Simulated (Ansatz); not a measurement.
BP

Input

```
crystal:
  lattice:
    - [0.0, 2.2988586873, 2.2988586873]
    - [2.2988586873, 0.0, 2.2988586873]
    - [2.2988586873, 2.2988586873, 0.0]
  atoms:
    - { symbol: P, position: [0.75, 0.75, 0.75] }
    - { symbol: B, position: [0.0, 0.0, 0.0] }
hamiltonian:
  xc: mr2scan
  pseudopotentials: { kind: paw }
kpoints:
  mp_grid: { grid: [10, 10, 10] }
scf:
  occupations: { method: fermi_dirac, width: 0.05 }
output:
  forces: true
  stress: true
  eigenvalues: true
  write_density: true
  write_potential: true
  elf: true
  volumetric_format: npy
```

Launched as:

```sh
ansatz run input.yaml --threads 2 --pin off --max-ram 5120MiB --backend cpu --events-out ev --progress --plain --runs-dir out
```

Below, planes, directions and counts refer to the conventional cell (a = 4.60 Å, b = 4.60 Å, c = 4.60 Å, α = 90.00°, β = 90.00°, γ = 90.00°).

Space group F-43m; computed pressure about −6 GPa in this cell.

These are results of Kohn-Sham DFT of a periodic cell, m-r2SCAN, Ansatz PAW in Ansatz 0.2.0, not measurements.

The density is the valence pseudo-density of a PAW calculation; it isn't the true density close to the nuclei.

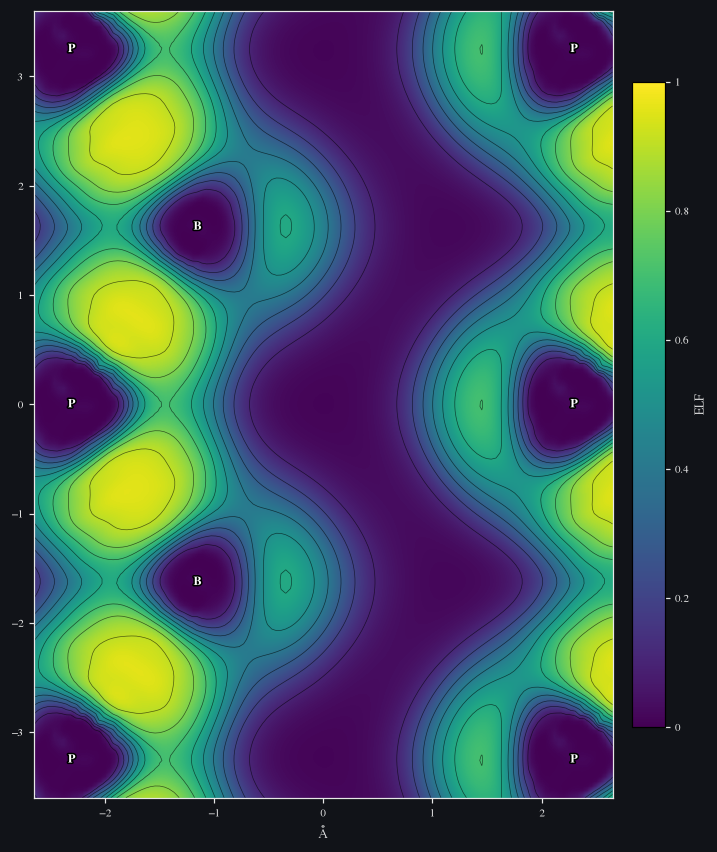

Figure 1. Electron localisation function on the (110) plane of the conventional cell.

**Read the bonding off the picture.**

Atoms in the plane: P and B. B–P (1.99 Å): the ELF peaks at about 0.95 between the atoms: a shared electron pair.

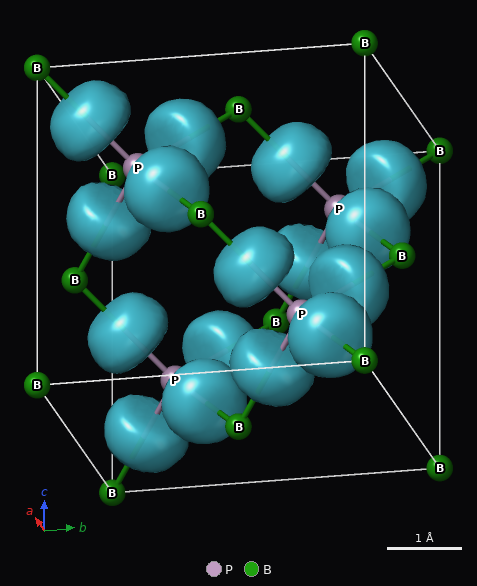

Figure 2. Isosurface of the electron localisation function at 0.8 (cyan), seen at an oblique angle. Core shells and regions of very low density are left out. Sticks mark near contacts.

**What do the ELF domains correspond to?**

The surface consists of 16 regions between bonded B–P atoms (shared pairs), counted in one cell of 8 atoms. Any copies at cell faces, edges or corners count once.

**Does the calculation make it a metal, or give it a gap?**

It is gapped, with a Kohn–Sham gap of 1.5 eV on the k-point mesh (the band edges may lie off the mesh, which would make the gap smaller).
